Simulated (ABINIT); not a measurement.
C: geometry relaxation (part 2 of 2)

C (Fd-3m, 2 atoms in the cell); Kohn-Sham DFT of a periodic cell, PBE, PseudoDojo NC SR PBE v0.4.1 standard, no spin polarisation (ABINIT 10.8.3); cutoff 1115.67 eV, 10×10×10 k-mesh, fermi-dirac of 0.05 eV. The structure derives from an entry of the Crystallography Open Database.

Output, continued
```
--- !ResultsGS
iteration_state: {dtset: 1, itime: 2, icycle: 1, }
comment   : Summary of ground state results
lattice_vectors:
- [  0.0000000,   3.3774579,   3.3774579, ]
- [  3.3774579,   0.0000000,   3.3774579, ]
- [  3.3774579,   3.3774579,   0.0000000, ]
lattice_lengths: [   4.77645,    4.77645,    4.77645, ]
lattice_angles: [ 60.000,  60.000,  60.000, ] # degrees, (23, 13, 12)
lattice_volume:   7.7054824E+01
convergence: {deltae:  1.119E-13, res2:  4.961E-13, residm:  3.686E-12, diffor: null, }
etotal    :  -1.20376330E+01
entropy   :   0.00000000E+00
fermie    :   4.77371640E-01
cartesian_stress_tensor: # hartree/bohr^3
- [  2.43452976E-05,   0.00000000E+00,   0.00000000E+00, ]
- [  0.00000000E+00,   2.43452976E-05,   0.00000000E+00, ]
- [  0.00000000E+00,   0.00000000E+00,   2.43452976E-05, ]
pressure_GPa:  -7.1626E-01
xred      :
- [  7.5000E-01,   7.5000E-01,   7.5000E-01,  C]
- [  5.0000E-01,   5.0000E-01,   5.0000E-01,  C]
cartesian_forces: # hartree/bohr
- [  0.00000000E+00,  -1.24568782E-30,   1.24568782E-30, ]
- [ -3.50324616E-46,   1.24568782E-30,  -1.24568782E-30, ]
force_length_stats: {min:   1.76166860E-30, max:   1.76166860E-30, mean:   1.76166860E-30, }
...

 Integrated electronic density in atomic spheres:
 ------------------------------------------------
 Atom  Sphere_radius  Integrated_density
    1        2.00000          4.67177533
    2        2.00000          4.70968930

---OUTPUT-----------------------------------------------------------------------

 Cartesian coordinates (xcart) [bohr]
  5.06618685771259E+00  5.06618685771260E+00  5.06618685771259E+00
  3.37745790514173E+00  3.37745790514173E+00  3.37745790514173E+00
 Reduced coordinates (xred)
  7.50000000000000E-01  7.50000000000000E-01  7.50000000000000E-01
  5.00000000000000E-01  5.00000000000000E-01  5.00000000000000E-01
 Cartesian forces (fcart) [Ha/bohr]; max,rms= 1.24569E-30 1.01710E-30 (free atoms)
  0.00000000000000E+00 -1.24568781590845E-30  1.24568781590845E-30
 -3.50324616081204E-46  1.24568781590845E-30 -1.24568781590845E-30
 Gradient of E wrt nuclear positions in reduced coordinates (gred)
 -1.42619726667586E-45 -4.20725816117873E-30  4.20725816117873E-30
  2.42990622726651E-46  4.20725816117873E-30 -4.20725816117873E-30
 Scale of Primitive Cell (acell) [bohr]
  4.77644677579566E+00  4.77644677579566E+00  4.77644677579566E+00
 Real space primitive translations (rprimd) [bohr]
  0.00000000000000E+00  3.37745790514173E+00  3.37745790514173E+00
  3.37745790514173E+00  0.00000000000000E+00  3.37745790514173E+00
  3.37745790514173E+00  3.37745790514173E+00  0.00000000000000E+00
 Unitary Cell Volume (ucvol) [Bohr^3]=  7.70548235705061E+01
 Angles (23,13,12)= [degrees]
  6.00000000000000E+01  6.00000000000000E+01  6.00000000000000E+01
 Lengths [Bohr]
  4.77644677579566E+00  4.77644677579566E+00  4.77644677579566E+00
 Stress tensor in cartesian coordinates (strten) [Ha/bohr^3]
  2.43452976079438E-05  0.00000000000000E+00  0.00000000000000E+00
  0.00000000000000E+00  2.43452976079403E-05  0.00000000000000E+00
  0.00000000000000E+00  0.00000000000000E+00  2.43452976079455E-05
 Total energy (etotal) [Ha]= -1.20376329759034E+01

 Difference of energy with previous step (new-old):
           Absolute (Ha)=-1.21335E-05
           Relative     =-1.00796E-06

--- Iteration: ( 3/50) Internal Cycle: (1/1)
--------------------------------------------------------------------------------

---SELF-CONSISTENT-FIELD CONVERGENCE--------------------------------------------

--- !BeginCycle
iteration_state: {dtset: 1, itime: 3, icycle: 1, }
solver: {iscf: 7, nstep: 80, nline: 4, wfoptalg: 0, }
tolerances: {tolvrs: 1.00E-12, }
...

     iter   Etot(hartree)      deltaE(h)  residm     vres2
 ETOT  1  -12.037633857491    -1.204E+01 9.314E-04 5.759E-03
 ETOT  2  -12.037634525795    -6.683E-07 4.126E-09 7.220E-05
 ETOT  3  -12.037634529391    -3.596E-09 1.008E-09 2.796E-06
 ETOT  4  -12.037634529534    -1.431E-10 1.187E-10 6.324E-09
 ETOT  5  -12.037634529534    -4.086E-14 2.787E-12 1.479E-11
 ETOT  6  -12.037634529534    -3.020E-14 2.328E-13 3.096E-14

 At SCF step    6       vres2   =  3.10E-14 < tolvrs=  1.00E-12 =>converged.

 Cartesian components of stress tensor (hartree/bohr^3)
  sigma(1 1)=  1.29430563E-07  sigma(3 2)=  0.00000000E+00
  sigma(2 2)=  1.29430563E-07  sigma(3 1)=  0.00000000E+00
  sigma(3 3)=  1.29430563E-07  sigma(2 1)=  0.00000000E+00

--- !ResultsGS
iteration_state: {dtset: 1, itime: 3, icycle: 1, }
comment   : Summary of ground state results
lattice_vectors:
- [  0.0000000,   3.3756032,   3.3756032, ]
- [  3.3756032,   0.0000000,   3.3756032, ]
- [  3.3756032,   3.3756032,   0.0000000, ]
lattice_lengths: [   4.77382,    4.77382,    4.77382, ]
lattice_angles: [ 60.000,  60.000,  60.000, ] # degrees, (23, 13, 12)
lattice_volume:   7.6927953E+01
convergence: {deltae: -3.020E-14, res2:  3.096E-14, residm:  2.328E-13, diffor: null, }
etotal    :  -1.20376345E+01
entropy   :   0.00000000E+00
fermie    :   4.78547803E-01
cartesian_stress_tensor: # hartree/bohr^3
- [  1.29430563E-07,   0.00000000E+00,   0.00000000E+00, ]
- [  0.00000000E+00,   1.29430563E-07,   0.00000000E+00, ]
- [  0.00000000E+00,   0.00000000E+00,   1.29430563E-07, ]
pressure_GPa:  -3.8080E-03
xred      :
- [  7.5000E-01,   7.5000E-01,   7.5000E-01,  C]
- [  5.0000E-01,   5.0000E-01,   5.0000E-01,  C]
cartesian_forces: # hartree/bohr
- [ -5.14128549E-30,   2.96013407E-30,  -4.67389590E-31, ]
- [  5.14128549E-30,  -2.96013407E-30,   4.67389590E-31, ]
force_length_stats: {min:   5.95093802E-30, max:   5.95093802E-30, mean:   5.95093802E-30, }
...

 Integrated electronic density in atomic spheres:
 ------------------------------------------------
 Atom  Sphere_radius  Integrated_density
    1        2.00000          4.67153861
    2        2.00000          4.70945199

---OUTPUT-----------------------------------------------------------------------

 Cartesian coordinates (xcart) [bohr]
  5.06340484325209E+00  5.06340484325209E+00  5.06340484325209E+00
  3.37560322883472E+00  3.37560322883472E+00  3.37560322883472E+00
 Reduced coordinates (xred)
  7.50000000000000E-01  7.50000000000000E-01  7.50000000000000E-01
  5.00000000000000E-01  5.00000000000000E-01  5.00000000000000E-01
 Cartesian forces (fcart) [Ha/bohr]; max,rms= 5.14129E-30 3.43578E-30 (free atoms)
 -5.14128549428283E-30  2.96013407246587E-30 -4.67389590389348E-31
  5.14128549428283E-30 -2.96013407246587E-30  4.67389590389348E-31
 Gradient of E wrt nuclear positions in reduced coordinates (gred)
 -8.41451632235746E-30  1.89326617253043E-29  7.36270178206277E-30
  8.41451632235746E-30 -1.89326617253043E-29 -7.36270178206277E-30
 Scale of Primitive Cell (acell) [bohr]
  4.77382386740848E+00  4.77382386740848E+00  4.77382386740848E+00
 Real space primitive translations (rprimd) [bohr]
  0.00000000000000E+00  3.37560322883472E+00  3.37560322883472E+00
  3.37560322883472E+00  0.00000000000000E+00  3.37560322883472E+00
  3.37560322883472E+00  3.37560322883472E+00  0.00000000000000E+00
 Unitary Cell Volume (ucvol) [Bohr^3]=  7.69279530397840E+01
 Angles (23,13,12)= [degrees]
  6.00000000000000E+01  6.00000000000000E+01  6.00000000000000E+01
 Lengths [Bohr]
  4.77382386740848E+00  4.77382386740848E+00  4.77382386740848E+00
 Stress tensor in cartesian coordinates (strten) [Ha/bohr^3]
  1.29430562630442E-07  0.00000000000000E+00  0.00000000000000E+00
  0.00000000000000E+00  1.29430562642585E-07  0.00000000000000E+00
  0.00000000000000E+00  0.00000000000000E+00  1.29430562637381E-07
 Total energy (etotal) [Ha]= -1.20376345295343E+01

 Difference of energy with previous step (new-old):
           Absolute (Ha)=-1.55363E-06
           Relative     =-1.29064E-07

 At Broyd/MD step   3, gradients are converged :
  max grad (force/stress) = 1.2943E-05 < tolmxf= 2.0000E-05 ha/bohr (free atoms)

================================================================================

 ----iterations are completed or convergence reached----

 Mean square residual over all n,k,spin=   17.711E-16; max=  23.281E-14
 reduced coordinates (array xred) for    2 atoms
       0.750000000000      0.750000000000      0.750000000000
       0.500000000000      0.500000000000      0.500000000000
 rms dE/dt=  1.3442E-29; max dE/dt=  2.5244E-29; dE/dt below (all hartree)
    1      -0.000000000000      0.000000000000      0.000000000000
    2       0.000000000000     -0.000000000000     -0.000000000000

 cartesian coordinates (angstrom) at end:
    1      2.67943845080712     2.67943845080712     2.67943845080712
    2      1.78629230053808     1.78629230053808     1.78629230053808

 cartesian forces (hartree/bohr) at end:
    1     -0.00000000000000     0.00000000000000    -0.00000000000000
    2      0.00000000000000    -0.00000000000000     0.00000000000000
 frms,max,avg= 3.4357757E-30 5.1412855E-30   0.000E+00  0.000E+00  0.000E+00 h/b

 cartesian forces (eV/Angstrom) at end:
    1     -0.00000000000000     0.00000000000000    -0.00000000000000
    2      0.00000000000000    -0.00000000000000     0.00000000000000
 frms,max,avg= 1.7667469E-28 2.6437553E-28   0.000E+00  0.000E+00  0.000E+00 e/A
 length scales=  4.773823867408  4.773823867408  4.773823867408 bohr
              =  2.526198797784  2.526198797784  2.526198797784 angstroms
 Fermi (or HOMO) energy (hartree) =   0.47855   Average Vxc (hartree)=  -0.49275
 Eigenvalues (hartree) for nkpt=  47  k points:
 kpt#   1, nband=  8, wtk=  0.00100, kpt=  0.0000  0.0000  0.0000 (reduced coord)
  -0.41172    0.37556    0.37556    0.37556    0.58174    0.58174    0.58174    0.86129
      occupation numbers for kpt#   1
   2.00000    2.00000    2.00000    2.00000    0.00000    0.00000    0.00000    0.00000
 prteigrs : prtvol=0 or 1, do not print more k-points.

--- !EnergyTerms
iteration_state     : {dtset: 1, itime: 3, icycle: 1, }
comment             : Components of total free energy in Hartree
kinetic             :  8.45847659831432E+00
hartree             :  9.68569943763449E-01
xc                  : -4.33593924979498E+00
Ewald energy        : -1.27664246748606E+01
psp_core            :  8.97144224348320E-01
local_psp           : -4.69493222738382E+00
non_local_psp       : -5.64529143920975E-01
internal            : -1.20376345295343E+01
'-kT*entropy'       :  3.10579894647052E-16
total_energy        : -1.20376345295343E+01
total_energy_eV     : -3.27560722671114E+02
band_energy         :  3.71866644728436E-01
...

 Cartesian components of stress tensor (hartree/bohr^3)
  sigma(1 1)=  1.29430563E-07  sigma(3 2)=  0.00000000E+00
  sigma(2 2)=  1.29430563E-07  sigma(3 1)=  0.00000000E+00
  sigma(3 3)=  1.29430563E-07  sigma(2 1)=  0.00000000E+00

-Cartesian components of stress tensor (GPa)         [Pressure= -3.8080E-03 GPa]
- sigma(1 1)=  3.80797862E-03  sigma(3 2)=  0.00000000E+00
- sigma(2 2)=  3.80797862E-03  sigma(3 1)=  0.00000000E+00
- sigma(3 3)=  3.80797862E-03  sigma(2 1)=  0.00000000E+00

== END DATASET(S) ==============================================================
================================================================================

 -outvars: echo values of variables after computation  --------
            acell      4.7738238674E+00  4.7738238674E+00  4.7738238674E+00 Bohr
           etotal     -1.2037634530E+01
            fcart     -5.1412854943E-30  2.9601340725E-30 -4.6738959039E-31
                       5.1412854943E-30 -2.9601340725E-30  4.6738959039E-31
            rprim      0.0000000000E+00  7.0710678119E-01  7.0710678119E-01
                       7.0710678119E-01  0.0000000000E+00  7.0710678119E-01
                       7.0710678119E-01  7.0710678119E-01  0.0000000000E+00
           strten      1.2943056263E-07  1.2943056264E-07  1.2943056264E-07
                       0.0000000000E+00  0.0000000000E+00  0.0000000000E+00
           xangst      2.6794384508E+00  2.6794384508E+00  2.6794384508E+00
                       1.7862923005E+00  1.7862923005E+00  1.7862923005E+00
             xred      7.5000000000E-01  7.5000000000E-01  7.5000000000E-01
                       5.0000000000E-01  5.0000000000E-01  5.0000000000E-01
 Calculation completed.
```

Trajectory as extended XYZ (Å, eV, eV/Å), 3 frames, from step=0 to step=2
```
2
Lattice="0.0000 1.7834 1.7834 1.7834 0.0000 1.7834 1.7834 1.7834 0.0000" Properties=species:S:1:pos:R:3:forces:R:3 step=0 energy=-327.56035
C     2.6751    2.6751    2.6751    0.0000   0.0000   0.0000
C     1.7834    1.7834    1.7834    0.0000   0.0000   0.0000
2
Lattice="0.0000 1.7873 1.7873 1.7873 0.0000 1.7873 1.7873 1.7873 0.0000" Properties=species:S:1:pos:R:3:forces:R:3 step=1 energy=-327.56068
C     2.6809    2.6809    2.6809    0.0000   0.0000   0.0000
C     1.7873    1.7873    1.7873    0.0000   0.0000   0.0000
2
Lattice="0.0000 1.7863 1.7863 1.7863 0.0000 1.7863 1.7863 1.7863 0.0000" Properties=species:S:1:pos:R:3:forces:R:3 step=2 energy=-327.56072
C     2.6794    2.6794    2.6794    0.0000   0.0000   0.0000
C     1.7863    1.7863    1.7863    0.0000   0.0000   0.0000
```

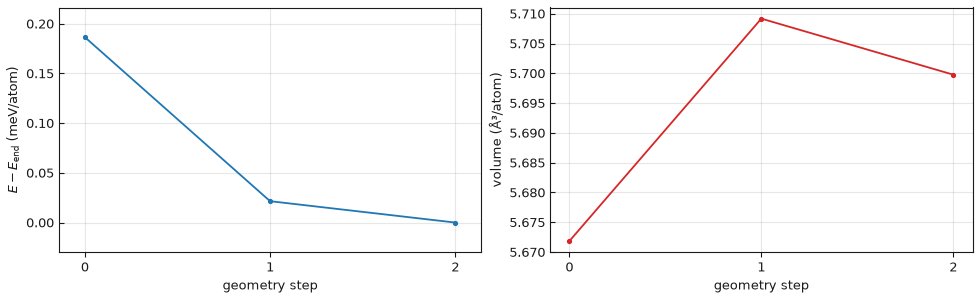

Fig. 1: Progress of the relaxation, step by step (steps are counted from 0). After 2 geometry steps the energy has fallen by 0.2 meV per atom. All forces vanish by symmetry, so only the cell relaxes. The atoms keep their places relative to the cell (all moves are under 0.005 Å). 

This output came from the following input.

Input file
```
# Pseudopotentials
pp_dirpath "./"
pseudos "C.upf"

# Structure
acell 4.7660140852 4.7660140852 4.7660140852
rprim
     0.0000000000     0.7071067812     0.7071067812
     0.7071067812     0.0000000000     0.7071067812
     0.7071067812     0.7071067812     0.0000000000
ntypat 1
znucl 6
natom 2
typat 1 1
chkprim 0
chksymtnons 0
tolsym 1.0e-6
xred
            3/4            3/4            3/4
            1/2            1/2            1/2

# Plane-wave basis
ecut 41.0
ecutsm 0.5

# k points
kptopt 1
ngkpt 10 10 10
nshiftk 1
shiftk 0.0 0.0 0.0

# Exchange and correlation
ixc 11

# Bands and occupations
nband 8
occopt 3
tsmear 0.05 eV

# SCF cycle
nstep 80
tolvrs 1.0e-12

# Output
iomode 3
prteig 0
prtebands 0
prtwf 0
prtden 0

# Relaxation
ionmov 2
optcell 2
ntime 50
tolmxf 2.0e-5
dilatmx 1.08
```

Run as:
```bash
abinit run.abi > log 2>&1
```

Results in brief

- outcome: converged
- space group (tolerance 0.01 Å): Fd-3m (227)
- electrons treated: 8
- free energy: −327.5607 eV
- Fermi energy: 13.022 eV
- gap on the k-point mesh: 4.22 eV
- pressure: 0.00 GPa
- final volume: 11.40 Å³
- largest force (length of the vector) at the end: under 0.001 eV/Å
- final cell: a = 2.526 Å, b = 2.526 Å, c = 2.526 Å, α = 60.00°, β = 60.00°, γ = 60.00°
- hardware: 1 thread of Arm Neoverse V2, 24 GiB of memory available, shared host
- wall time: 18 s
- peak memory: 0.07 GiB
